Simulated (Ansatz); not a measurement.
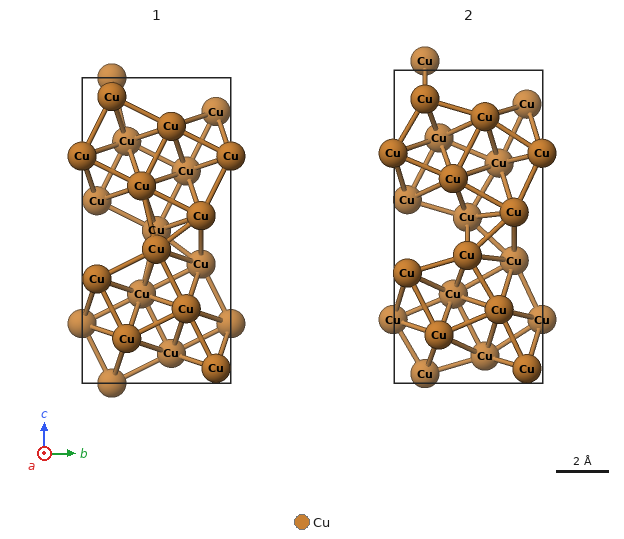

Two geometries of an interface cell of composition Cu, drawn at one scale. One is the start of a relaxation, the other its converged end. Style: ball-and-stick. Shown: the cell of the calculation (origin shifted), along the a axis.

All numbers below come from DFT PBE, scalar-relativistic, plane waves, PAW in Ansatz. (plane-wave cutoff 420 eV; k-point mesh 10 × 6 × 3; occupations gaussian; smearing width 0.1 eV; no spin polarisation; cell relaxed at fixed a, b, alpha, beta, gamma; force threshold 0.02 eV/Å; at most 60 steps)

Q: Which of the two is the end point?

A: Structure 2 is the relaxed one. Case: symmetric tilt boundary Sigma 5 (3 1 0), mirror between planes, shift [0.5, 0]. The energy falls by 4.580 eV per cell of the calculation in 4 accepted moves (5 points after the start). The largest force component goes from 6 to 0.00078 eV/Å. The pressure goes from 13.36 to 1.57 GPa. At 1 point the geometry stayed and the basis and grid were re-selected for the new cell (energy shift of 3.9 meV per cell of the calculation at most each time). The largest moves relative to the cell, 0.37 Å, are those of Cu atoms. Cell: a unchanged at 3.630 Å, b unchanged at 5.739 Å, c 11.778 → 12.065 Å (+2.4 %). Volume +2.4 %. Some distances before and after: Cu–Cu 2.512 → 3.016 Å, Cu–Cu 1.954 → 2.337 Å, Cu–Cu 2.156 → 2.458 Å, Cu–Cu 2.567 → 2.412 Å. Cost: 11 min on 4 threads of Intel(R) Xeon(R) Processor @ 2.50GHz (Skylake/Cascade Lake), on a shared host, peak memory 2.7 GiB.
